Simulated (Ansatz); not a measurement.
```yaml
crystal:
  lattice:
    - [3.97350, 0.00000, 0.00000]
    - [-1.98675, 3.44115, 0.00000]
    - [0.00000, 0.00000, 6.67961]
  atoms:
    - { symbol: Ge, position: [0.00000, 0.00000, 0.81377] }
    - { symbol: Ge, position: [0.00000, 0.00000, 0.18623] }
    - { symbol: Ge, position: [0.33333, 0.66667, 0.66243] }
    - { symbol: Ge, position: [0.66667, 0.33333, 0.33757] }
```

Space group P-3m1; a structure generated by program, which may or may not match a known phase.

Computed with DFT PBE, scalar-relativistic, plane waves, PAW in Ansatz 0.2.0.

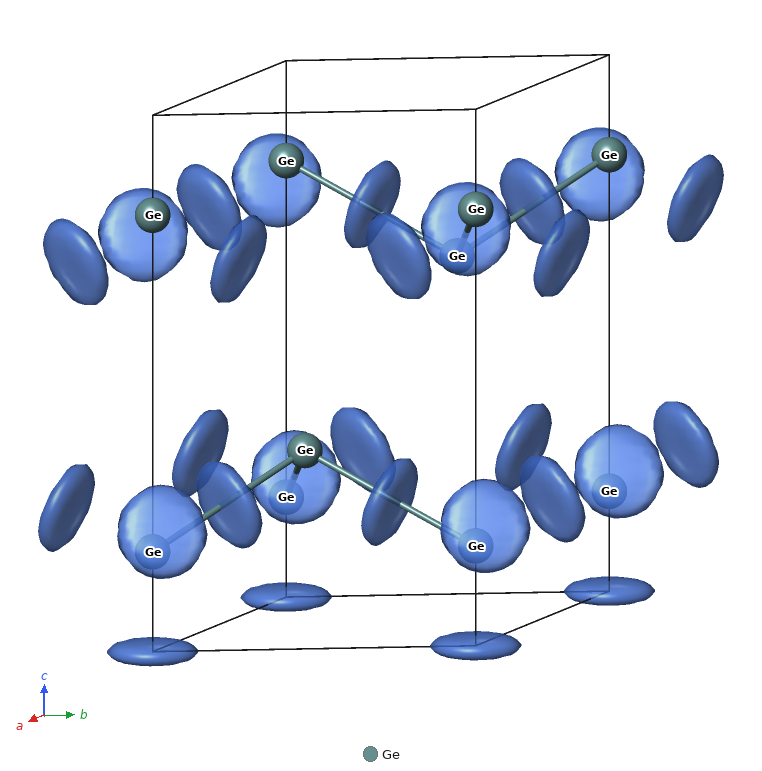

Ge. Isosurface of the ELF at 0.65 (blue), seen at an oblique angle. Only the valence region is drawn (cores and ρ < 0.01 e/Å³ removed). Sticks mark near contacts.

Identify the bonds, lone pairs and shells in this picture.

Answer. The ELF exceeds this value in seven regions between bonded Ge–Ge atoms, counted in one cell of 4 atoms. Regions shared between cells count once. Profiles from the grid: Ge–Ge (2.49 Å): the ELF peaks at about 0.70 between the atoms.

Does the calculation make it a metal, or give it a gap?

Answer. It is gapless in this calculation (a metal or semimetal).
